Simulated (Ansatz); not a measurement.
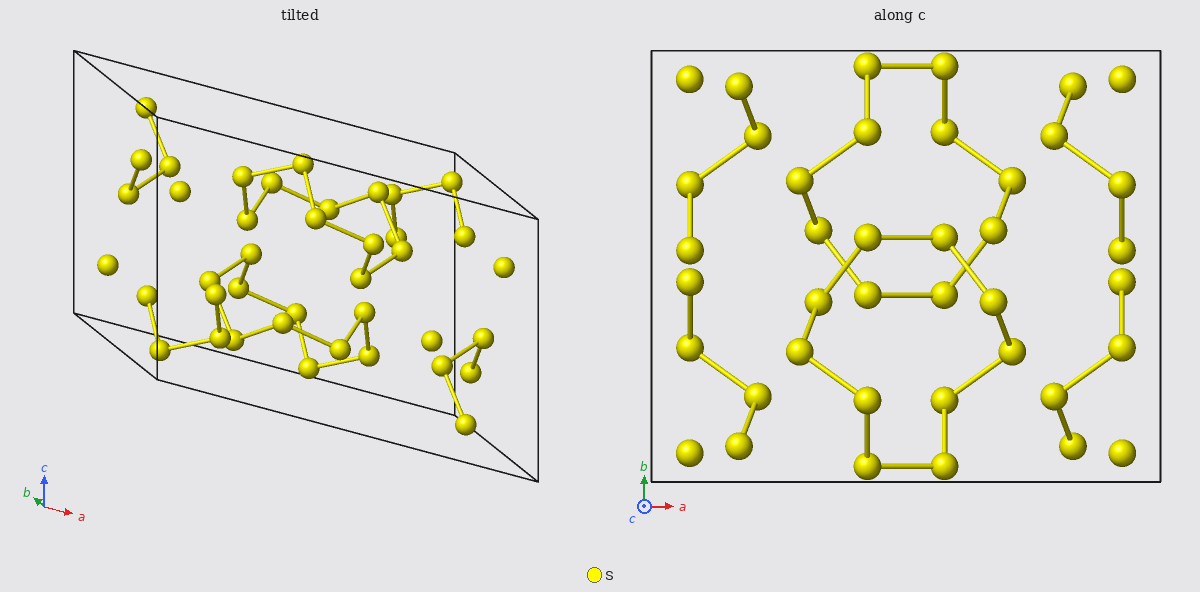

Shown here is a ball-and-stick view of the crystal, taken slightly off an axis and along the c axis. Atoms at the boundary of the conventional unit cell (the box) are drawn once for each face, edge or corner they touch.

S, space group C2/c (No. 15), a = 12.657 Å, b = 10.223 Å, c = 8.220 Å, α = 90.00°, β = 107.66°, γ = 90.00°. Origin of the cell: a structure listed in the Materials Project. Earlier steps of the study may have refined or changed the cell and positions. A calculation with Ansatz used it as input.

This one geometry was computed with Ansatz (DFT, plane waves, PAW) at four levels of theory: r2SCAN, PBE, PBE0 and HSE06.

Which level gives the highest pressure at this volume, and what does that say about its equilibrium volume?

Highest: PBE (2.2 GPa), which points to the largest equilibrium volume. Lowest, with the smallest volume: r2SCAN (0.6 GPa), PBE0 (0.2 GPa) and HSE06 (0.3 GPa). Levels within 0.5 GPa of each other can't be told apart.

How does the band gap change with the level of theory?

PBE: a gap of 1.91 eV, indirect; r2SCAN: a gap of 2.17 eV, indirect; HSE06: a gap of 2.95 eV, indirect; PBE0: a gap of 3.67 eV, indirect.

Collect the results in a table.

| level | cutoff (eV) | k-mesh of the run's cell | gap (eV) | pressure (GPa) |
| --- | --- | --- | --- | --- |
| r2SCAN | 500 | 4×4×4 | 2.17 | 0.6 |
| PBE | 420 | 4×4×4 | 1.91 | 2.2 |
| PBE0 | 420 | 2×2×2 | 3.67 | 0.2 |
| HSE06 | 420 | 2×2×2 | 2.95 | 0.3 |

Gaps are taken on the k-mesh or band path of each run.
